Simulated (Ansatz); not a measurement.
# MgO (Fm-3m): refractive index against wavelength

The refractive index of MgO (Fm-3m) below the direct gap (4.71 eV on the mesh) is read from one computed spectrum, n = √(Re ε).

It takes space group Fm-3m (No. 225, cubic). Conventional cell: a = 4.217 Å, b = 4.217 Å, c = 4.217 Å, α = 90.00°, β = 90.00°, γ = 90.00°. Mg on site a is surrounded by 6 O at 2.11 Å. O on site b has 6 Mg at 2.11 Å as nearest neighbours.

Method: Ansatz 0.2.0, PBE, independent particles, k-mesh 10×10×10 with interpolation inside its cells, Gaussian parameter 0.15 eV.

Launch of the response step: `ansatz run input.yaml --threads 4 --pin off --max-ram 8192MiB --backend cpu --events-out ev --progress --plain --runs-dir out`. The run took 3 s, on 4 threads of Intel(R) Xeon(R) Platinum 8488C (Sapphire Rapids), with other jobs on the host.

```
wavelength (nm)  photon energy E (eV)       n
           1064                 1.165  1.8145
            850                 1.459  1.8193
            700                 1.771  1.8257
            633                 1.959  1.8303
            532                 2.331  1.8412
            450                 2.755  1.8570
            405                 3.061       ?
```

In the single-oscillator model n² − 1 = E₀E_d/(E₀² − E²), so 1/(n² − 1) = E₀/E_d − E²/(E₀E_d) is linear in E².

Working, on the rows shown:

| x = E² (eV²) | y = 1/(n² − 1) |
| --- | --- |
| 1.35784 | 0.436222 |
| 2.12762 | 0.432928 |
| 3.13716 | 0.4286 |
| 3.83641 | 0.425532 |
| 5.43137 | 0.418407 |
| 7.59115 | 0.408422 |

Means: x̄ = 3.9136, ȳ = 0.42502. Σ(x − x̄)(y − ȳ) = -0.1166, Σ(x − x̄)² = 26.16. Slope = -0.1166 / 26.16 = -0.004459; intercept = ȳ − slope · x̄ = 0.44247. Turned back into n, the line misses the rows shown by at most 0.00032.

Task: Fill in the last column of the withheld row.

Result: At x = 9.3718 the line gives y = 0.40068, that is 1.8697. The run gave 1.8712, so the extrapolation is off by 0.0015, 3 % of the range in the table.

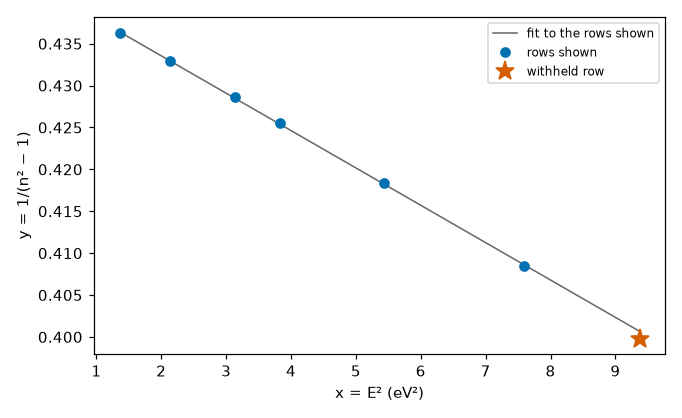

Refitted with all rows, the slope is -0.004541 and the intercept 0.44272. These give E₀ = √(intercept/−slope) = 9.87 eV and E_d = E₀/intercept = 22.3 eV; E₀ is 2.1 times the direct gap. The electronic limit at long wavelengths, without lattice vibrations, is n = √(1 + 1/intercept) = 1.805. The cell comes from an older database entry, whose edges can be off by a per cent or so. Excitons are left out and so are local fields; PBE gaps are as a rule too small.

[Logs are printed without paths, hosts, clocks, repeated set-up lines and the standing remarks that a program may print on its own settings, such as how far it seeks lower states.]
